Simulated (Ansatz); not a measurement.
## Run report: W13Se29, geometry relaxation (part 2 of 3)

W13Se29 (defect cell, 42 atoms in the cell); DFT PBE+D3(BJ), scalar-relativistic, plane waves, PAW, no spin polarisation (Ansatz 0.2.0); cutoff 420 eV, 2×2×2 k-mesh, Gaussian smearing of 0.01 eV. The structure derives from an entry of the Crystallography Open Database.

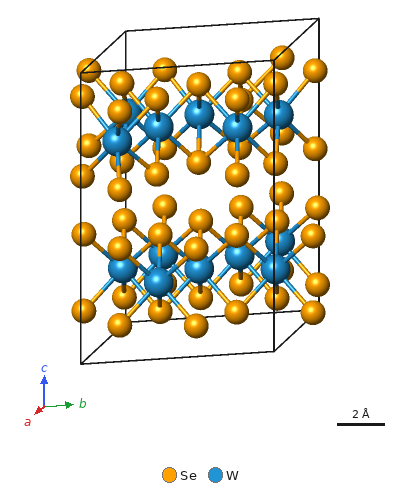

**Figure 1.** The geometry at step 5 of the log (ball-and-stick view of the cell of the calculation, seen slightly off an axis; bonded neighbours outside the cell are drawn too).

## Output, continued
```
SCF iter   1: F=—  HF=-293642.819415 eV  |F-HF|=—  |Δ(HF+E_count)|=         —  Δρ=3.40e-4  dr2=1.51e-3  ethr=1.54e-6  ⟨swp⟩=3.0  Hψ=4894  notcnv=0  defer=481
preconditioner: auto → Resta (q_TF=auto, 2.615 Å⁻¹)  ε∞=6.3  [insulator: Δε(μ)=0.200 eV  Ē_g=8.854 eV  σ=0.010 eV  W_gap=1.00  n_scr=262 (ndim 8)  ℏωp=20.4 eV  f_vac=0.030  D(μ)=0.00/eV (n_scr^D=0)  ε∞_Penn≈6.3]
SCF iter   2: F=—  HF=-293642.819226 eV  |F-HF|=—  |Δ(HF+E_count)|=   1.89e-4  Δρ=1.98e-4  dr2=3.53e-4  ethr=2.33e-7  ⟨swp⟩=2.0  Hψ=3849  notcnv=0  defer=481
SCF iter   3: F=—  HF=-293642.819796 eV  |F-HF|=—  |Δ(HF+E_count)|=   5.70e-4  Δρ=1.04e-4  dr2=1.49e-4  ethr=5.46e-8  ⟨swp⟩=2.0  Hψ=3398  notcnv=0  defer=481
SCF iter   4: F=—  HF=-293642.819778 eV  |F-HF|=—  |Δ(HF+E_count)|=   1.73e-5  Δρ=2.10e-5  dr2=6.71e-6  ethr=2.30e-8  ⟨swp⟩=2.0  Hψ=3495  notcnv=0  defer=481
SCF iter   5: F=—  HF=-293642.819778 eV  |F-HF|=—  |Δ(HF+E_count)|=   1.13e-7  Δρ=1.05e-5  dr2=2.25e-6  ethr=2.00e-10  ⟨swp⟩=14.1  Hψ=29527  notcnv=0
SCF iter   6: F=-293642.819778 eV  HF=-293642.819778 eV  |F-HF|=2.63e-7  |Δ(HF+E_count)|=   6.59e-8  Δρ=4.49e-6  dr2=3.95e-7  ethr=2.00e-10  ⟨swp⟩=9.0  Hψ=20852  notcnv=0
SCF 4 converged in 6 iterations: F = -293642.819778 eV  dr2 = 3.95e-7
relax step   4: F+E_penalty+E_count = -293642.81977800 eV  Δ(F+E_penalty+E_count) = -2.180e-3 eV  max|allowed force component| = 1.835e-2 eV/Å  Δτ_max = 0.0082 Å  (6 SCF iters, dr2 threshold 1.29e-6 eV, accepted)
iter 1 solved again at ethr=6.09e-11 eV; its pass at ethr=3.10e-3 eV (dr2=3.93e-7 eV) is discarded
SCF iter   1: F=—  HF=-293642.819636 eV  |F-HF|=—  |Δ(HF+E_count)|=         —  Δρ=4.50e-6  dr2=3.94e-7  ethr=6.09e-11  ⟨swp⟩=1.0  Hψ=7216  notcnv=0
preconditioner: auto → Resta (q_TF=auto, 2.615 Å⁻¹)  ε∞=6.3  [insulator: Δε(μ)=0.201 eV  Ē_g=8.853 eV  σ=0.010 eV  W_gap=1.00  n_scr=262 (ndim 8)  ℏωp=20.4 eV  f_vac=0.030  D(μ)=0.00/eV (n_scr^D=0)  ε∞_Penn≈6.3]
SCF iter   2: F=—  HF=-293642.819778 eV  |F-HF|=—  |Δ(HF+E_count)|=   1.42e-4  Δρ=2.87e-6  dr2=1.66e-7  ethr=6.09e-11  ⟨swp⟩=2.0  Hψ=4167  notcnv=0
SCF iter   3: F=-293642.819778 eV  HF=-293642.819778 eV  |F-HF|=4.60e-9  |Δ(HF+E_count)|=   2.39e-9  Δρ=1.75e-6  dr2=4.16e-8  ethr=1.55e-11  ⟨swp⟩=8.0  Hψ=16932  notcnv=0
SCF 5 converged in 3 iterations: F = -293642.819778 eV  dr2 = 4.16e-8
relax step   5: F+E_penalty+E_count = -293642.81977826 eV  Δ(F+E_penalty+E_count) = -2.572e-7 eV  max|allowed force component| = 1.835e-2 eV/Å  Δτ_max = 0.0000 Å  (3 SCF iters, accepted)
SCF converged after 3 iterations
Free energy (F): -293642.819778 eV
Harris-Foulkes:  -293642.819778 eV  (|F-HF|=4.60e-9)
Internal energy: -293642.819778 eV  (E = F + TS)
E sigma→0 (E₀):  -293642.819778 eV
Fermi energy:    13.398886 eV
--- Per-component energies (eV) ---
  E_band       = -11731.096099
  E_kinetic    = 9330.962884
  E_local      = -78841.479260  (includes V_loc(G=0)·N_el)
  E_nonlocal   = -17248.283784
  E_hartree    = 38150.341146
  E_xc         = -6512.456102
  E_vxc        = -5979.649192  (∫ρ·V_xc dr)
  E_paw        = -166749.697872  (= ΣΔE_a)
  E_vpaw       = 4706.689023  (= ΣTr[D̂ρ^β])
  E_aug_tail   = -0.018098  (compensation charges beyond the density's cutoff)
  E_ewald      = -71752.320495
  E_disp       = -19.868196  (pairwise vdW)
  E_smearing   = -0.000000  (= −TS)
  E_closure    = 0.000000  (closes the sum)
  Σ components = -293642.819778   (vs F -293642.819778, Δ=0.00e0)
--- Forces (eV/Å), atoms counted from 1 ---
  atom   1  Se    -0.00047299     0.00145115    -0.00271242
  atom   2  W      0.00521913     0.01307685    -0.00315387
  atom   3  W     -0.00676057     0.01645254    -0.00034581
  atom   4  W     -0.01220984    -0.00562664    -0.00002519
  atom   5  W      0.00993981    -0.00415077    -0.00058918
  atom   6  W     -0.01189071    -0.01785765     0.00123236
  atom   7  W      0.01834961    -0.00239515    -0.00371077
  atom   8  W      0.00058718     0.00175587    -0.00016369
  atom   9  W     -0.00210545    -0.00286081     0.00034183
  atom  10  W     -0.00122579     0.00093614     0.00038232
  atom  11  W     -0.00172667    -0.00197433     0.00025703
  atom  12  W      0.00045052    -0.00122255     0.00056878
  atom  13  W      0.00131348     0.00229978     0.00049127
  atom  14  W      0.00158309     0.00159973     0.00029972
  atom  15  Se     0.00086418    -0.00069971    -0.00148886
  atom  16  Se     0.00022331    -0.00139387    -0.00098360
  atom  17  Se    -0.00012280     0.00107693     0.00044334
  atom  18  Se     0.00018285     0.00079594    -0.00175359
  atom  19  Se    -0.00002266    -0.00042408    -0.00199705
  atom  20  Se    -0.00120202    -0.00097054     0.00004549
  atom  21  Se     0.00140367    -0.00032443     0.00009633
  atom  22  Se    -0.00317273     0.00043843    -0.00061999
  atom  23  Se    -0.00102927     0.00624466    -0.00443205
  atom  24  Se     0.00418138    -0.00373800    -0.00275791
  atom  25  Se     0.00131791    -0.00256117    -0.00133417
  atom  26  Se    -0.00499430    -0.00185097     0.00020154
  atom  27  Se     0.00269597     0.00310200    -0.00132723
  atom  28  Se     0.00068999     0.00017142     0.00206023
  atom  29  Se    -0.00070738    -0.00050082    -0.00028561
  atom  30  Se     0.00131018    -0.00089280     0.00098189
  atom  31  Se     0.00003655     0.00116484    -0.00116988
  atom  32  Se    -0.00014651     0.00107643     0.00094139
  atom  33  Se     0.00037351    -0.00106798     0.00070623
  atom  34  Se    -0.00130625    -0.00016402    -0.00097839
  atom  35  Se     0.00106339    -0.00153240    -0.00036565
  atom  36  Se    -0.00382472     0.00052936     0.00258422
  atom  37  Se     0.00074867     0.00551338     0.00657604
  atom  38  Se     0.00364617    -0.00327960     0.00367373
  atom  39  Se     0.00105422    -0.00041633     0.00375437
  atom  40  Se    -0.00463194    -0.00351921     0.00308037
  atom  41  Se     0.00028674     0.00197027     0.00261010
  atom  42  Se     0.00001079    -0.00023029    -0.00111418
  max |Σ_I F_I| component: 2.03e-5 eV/Å
--- Band table (eV; the first three rows and the last of 8) ---
  k-point 0: bands = ["-61.0604", "-61.0536", "-61.0536", "-61.0501", "-61.0480", "-61.0480", "-61.0426", "-60.9784", "-60.9681", "-60.9681", ... 178 levels left out ..., "-25.2098", "-25.2098", "-25.2065", "-25.2064", "-25.1711", "-25.1709", "-25.1489", "-25.1201", "-25.1200", "-2.9717", "-2.0055", "-1.3324", "-1.0454", "-0.5174", "-0.4433", "-0.4430", "-0.4416", "-0.4228", "-0.4218", "-0.2719", "-0.2053", "-0.2047", "-0.1917", "-0.1913", "-0.1849", "-0.1290", "-0.0972", "-0.0969", "0.0458",
      "0.0460", "0.0548", "0.1843", "0.1918", "0.1919", "0.3160", "0.4849", "0.4865", "1.6813", "6.0377", "6.6814", "6.6823", "7.1179", "7.2260", "7.2263", "7.2352", "7.2998", "7.2999", "7.3027", "7.3252", "7.4317", "7.6586", "7.6589", "7.9265", "7.9597", "7.9602", "7.9674", "8.0622", "8.0625", "8.1692", "8.1735", "8.1737", "8.2300", "8.2331", "8.2457", "8.2468", "8.2470", "8.2473", "8.4576", "8.4581",
      "8.6912", "8.6917", "8.7667", "8.9693", "8.9698", "9.0286", "9.0569", "9.1882", "9.2773", "9.2774", "9.3894", "9.4680", "9.4682", "9.5611", "9.7693", "9.7697", "9.7802", "9.8334", "9.8337", "10.1277", "10.3729", "10.3733", "10.4683", "10.4687", "10.4733", "10.5122", "10.5175", "10.5313", "10.5314", "10.5842", "10.5842", "10.6494", "10.6498", "10.7787", "10.8704", "10.9630", "10.9644", "10.9954", "10.9958", "11.0702",
      "11.1313", "11.1314", "11.1845", "11.2852", "11.2856", "11.4842", "11.4855", "11.7174", "11.7176", "11.7977", "11.8892", "11.9032", "11.9036", "12.1338", "12.1764", "12.1769", "12.1837", "12.1986", "12.1991", "12.2063", "12.3687", "12.5883", "12.5903", "12.9551", "12.9558", "13.0236", "13.4991", "14.2600", "14.2776", "14.2782", "14.5908", "14.5925", "14.6968", "14.6978", "14.8451", "15.0628", "15.2544", "15.3619", "15.3626", "15.4977",
      "15.4981", "15.5166", "15.5414", "15.5418", "15.5592", "15.5593", "15.5668", "15.5894", "15.6554", "15.6555", "15.6604", "15.7319", "15.7321", "15.8712", "15.8714", "15.9533", "15.9571", "15.9574", "15.9787", "16.0973", "16.0975", "16.1104", "16.1106", "16.2984", "16.2986", "16.4746", "16.5058", "16.5065", "16.6075", "16.6082", "16.7433", "16.8155", "16.8835", "16.8841", "16.9278", "17.5831", "17.5833", "17.8457", "17.9157", "17.9766",
      "17.9773", "18.0277", "18.4083", "18.4086", "18.4587", "18.6819", "18.6825", "18.7028", "19.2971", "19.6182", "19.6185"]
  k-point 1: bands = ["-61.0604", "-61.0536", "-61.0536", "-61.0501", "-61.0480", "-61.0480", "-61.0426", "-60.9784", "-60.9681", "-60.9681", ... 178 levels left out ..., "-25.2098", "-25.2098", "-25.2065", "-25.2064", "-25.1711", "-25.1709", "-25.1489", "-25.1201", "-25.1200", "-2.9686", "-2.0173", "-1.4009", "-0.7786", "-0.7156", "-0.3750", "-0.3744", "-0.3630", "-0.3582", "-0.3507", "-0.3505", "-0.3449", "-0.3434", "-0.3272", "-0.3271", "-0.2939", "0.0128", "0.0448", "0.0449", "0.1237",
      "0.1248", "0.1250", "0.1329", "0.1330", "0.1374", "0.2667", "0.4570", "0.4588", "1.6871", "6.4380", "6.6284", "6.7111", "6.7120", "7.2301", "7.2673", "7.2879", "7.2880", "7.3023", "7.3117", "7.3118", "7.3758", "7.5973", "7.5978", "7.7922", "7.8584", "7.8593", "7.9122", "8.0091", "8.0096", "8.0467", "8.0472", "8.0818", "8.1512", "8.1516", "8.3917", "8.3921", "8.4075", "8.4992", "8.6271", "8.6338",
      "8.6339", "8.6522", "8.6526", "8.6999", "8.8835", "8.8841", "9.2001", "9.4426", "9.4428", "9.5183", "9.5458", "9.6616", "9.6619", "9.6857", "9.6859", "9.7063", "9.8737", "9.8739", "10.1295", "10.2911", "10.2999", "10.3003", "10.4786", "10.5163", "10.5165", "10.5434", "10.5550", "10.5840", "10.5841", "10.6057", "10.6064", "10.6396", "10.6399", "10.6486", "10.8127", "10.8250", "10.9583", "10.9885", "10.9888", "11.0107",
      "11.0110", "11.0561", "11.0563", "11.0634", "11.0640", "11.0845", "11.3893", "11.3903", "11.7178", "11.7179", "11.9084", "11.9400", "11.9403", "12.1257", "12.1725", "12.1844", "12.1849", "12.1905", "12.1916", "12.1921", "12.5708", "12.5726", "12.9098", "12.9726", "12.9748", "12.9754", "13.5666", "14.4089", "14.4110", "14.5551", "14.6329", "14.7582", "14.7630", "14.7635", "14.8684", "14.8688", "14.8690", "14.8703", "15.3031", "15.3035",
      "15.3751", "15.4422", "15.5766", "15.5768", "15.5773", "15.5842", "15.5842", "15.5851", "15.6874", "15.6878", "15.6885", "15.8622", "15.8623", "15.9360", "15.9365", "16.0787", "16.0790", "16.1068", "16.1316", "16.1318", "16.1726", "16.1731", "16.1763", "16.1768", "16.1808", "16.2558", "16.3720", "16.3722", "16.6699", "16.7326", "16.7333", "17.2154", "17.2418", "17.2903", "17.2907", "17.3076", "17.4051", "17.4058", "17.4109", "17.4119",
      "17.4473", "18.1492", "18.5412", "18.9161", "18.9164", "19.1011", "19.1015", "19.1393", "19.1625", "19.1625", "19.1628"]
  k-point 2: bands = ["-61.0585", "-61.0559", "-61.0541", "-61.0505", "-61.0479", "-61.0473", "-61.0422", "-60.9773", "-60.9711", "-60.9682", ... 178 levels left out ..., "-25.2274", "-25.2235", "-25.2052", "-25.2042", "-25.1769", "-25.1621", "-25.1468", "-25.1425", "-25.1213", "-2.8665", "-1.6643", "-1.4851", "-1.3351", "-0.9840", "-0.7803", "-0.7520", "-0.7138", "-0.5967", "-0.5094", "-0.2873", "-0.2650", "-0.2409", "-0.1903", "-0.0733", "0.0724", "0.0741", "0.1049", "0.1588", "0.1796",
      "0.1993", "0.2637", "0.2744", "0.2854", "0.3548", "0.3763", "0.5736", "0.7042", "1.4611", "6.2145", "6.4176", "6.5745", "6.7597", "6.8067", "6.9561", "7.0075", "7.0640", "7.1378", "7.2652", "7.3507", "7.5109", "7.5462", "7.5862", "7.6702", "7.6710", "7.7831", "7.8271", "7.8335", "7.8930", "7.9624", "8.1686", "8.2238", "8.2729", "8.3440", "8.4690", "8.4845", "8.6585", "8.6856", "8.6990", "8.7136",
      "8.9492", "8.9650", "8.9974", "9.0416", "9.1004", "9.2378", "9.2391", "9.2565", "9.2793", "9.2874", "9.3300", "9.4464", "9.4820", "9.5857", "9.6382", "9.8495", "9.8566", "9.8878", "9.9000", "10.0155", "10.0687", "10.2750", "10.3057", "10.3636", "10.4888", "10.5302", "10.5655", "10.6080", "10.6821", "10.7375", "10.7661", "10.7890", "10.8280", "10.8598", "10.9534", "10.9921", "11.0170", "11.0208", "11.0331", "11.1096",
      "11.1657", "11.2104", "11.2608", "11.3305", "11.3884", "11.5294", "11.6168", "11.6782", "11.7717", "11.8964", "11.9087", "11.9627", "11.9795", "11.9846", "12.0429", "12.1065", "12.1128", "12.1433", "12.2610", "12.3287", "12.3356", "12.4089", "12.5392", "12.5735", "12.9099", "13.2596", "13.5367", "14.2511", "14.4223", "14.4790", "14.5328", "14.8249", "14.8338", "14.9323", "14.9707", "15.0211", "15.1433", "15.1754", "15.2282", "15.3015",
      "15.3175", "15.3316", "15.3534", "15.3840", "15.3868", "15.4125", "15.4744", "15.5285", "15.5514", "15.5633", "15.5870", "15.7033", "15.7040", "15.7625", "15.7838", "15.8597", "15.9791", "16.0046", "16.0329", "16.1074", "16.1087", "16.1634", "16.2176", "16.3527", "16.4577", "16.5159", "16.5485", "16.6523", "16.6827", "16.7577", "16.8434", "16.8966", "16.9325", "17.0119", "17.1588", "17.2536", "17.3820", "17.4812", "17.5384", "17.6524",
      "17.8598", "17.9389", "18.2455", "18.2638", "18.4227", "18.4928", "18.8784", "18.9639", "19.3847", "19.5420", "19.6029"]
  k-point 7: bands = ["-61.0585", "-61.0559", "-61.0541", "-61.0505", "-61.0479", "-61.0473", "-61.0422", "-60.9773", "-60.9711", "-60.9682", ... 178 levels left out ..., "-25.2274", "-25.2235", "-25.2052", "-25.2042", "-25.1767", "-25.1622", "-25.1468", "-25.1426", "-25.1213", "-2.8655", "-1.5629", "-1.5077", "-1.4916", "-1.0264", "-0.6957", "-0.6648", "-0.6550", "-0.4956", "-0.4632", "-0.4628", "-0.4623", "-0.1068", "-0.0746", "-0.0343", "0.0037", "0.0098", "0.0447", "0.1564", "0.1970",
      "0.2201", "0.2225", "0.2693", "0.2778", "0.3798", "0.3841", "0.5663", "0.7003", "1.4693", "6.3077", "6.4244", "6.7519", "6.8859", "6.8888", "7.0512", "7.0592", "7.0757", "7.1352", "7.1546", "7.3166", "7.4334", "7.4406", "7.4669", "7.5420", "7.5507", "7.5710", "7.6049", "7.6776", "7.7787", "8.0222", "8.0573", "8.1253", "8.3201", "8.4175", "8.4549", "8.6297", "8.6348", "8.6877", "8.7621", "8.7726",
      "8.8518", "8.9258", "8.9917", "9.1646", "9.1867", "9.2516", "9.2578", "9.2626", "9.3570", "9.6131", "9.6288", "9.6964", "9.7162", "9.7534", "9.8488", "9.9021", "9.9059", "9.9163", "9.9793", "10.0172", "10.0323", "10.0524", "10.2691", "10.3402", "10.4022", "10.4576", "10.4923", "10.5673", "10.5918", "10.6773", "10.7108", "10.7327", "10.7397", "10.8213", "10.9306", "10.9507", "10.9811", "11.0229", "11.0321", "11.0426",
      "11.0651", "11.2290", "11.2455", "11.2509", "11.4005", "11.4987", "11.5875", "11.6083", "11.6786", "11.7852", "11.8363", "11.9141", "11.9550", "11.9799", "11.9882", "12.0871", "12.1523", "12.1561", "12.2232", "12.3490", "12.4157", "12.4304", "12.5593", "12.5981", "12.9008", "13.2981", "13.5745", "14.2997", "14.5349", "14.6421", "14.6963", "14.8215", "14.9031", "14.9522", "14.9619", "14.9855", "15.0419", "15.0844", "15.2156", "15.2436",
      "15.3205", "15.3437", "15.3461", "15.3678", "15.3805", "15.4453", "15.4781", "15.5505", "15.5987", "15.7111", "15.7114", "15.7523", "15.7668", "15.8363", "15.8730", "15.9169", "15.9280", "15.9556", "15.9649", "16.1174", "16.1340", "16.2049", "16.2126", "16.3023", "16.3825", "16.4981", "16.5973", "16.6456", "16.6507", "16.7131", "16.8108", "16.9041", "17.0125", "17.1309", "17.1751", "17.2038", "17.2745", "17.2900", "17.3571", "17.4870",
      "17.5648", "17.6340", "17.8817", "18.7380", "18.7647", "18.7973", "18.9563", "19.1311", "19.1614", "19.1720", "19.5830"]
```
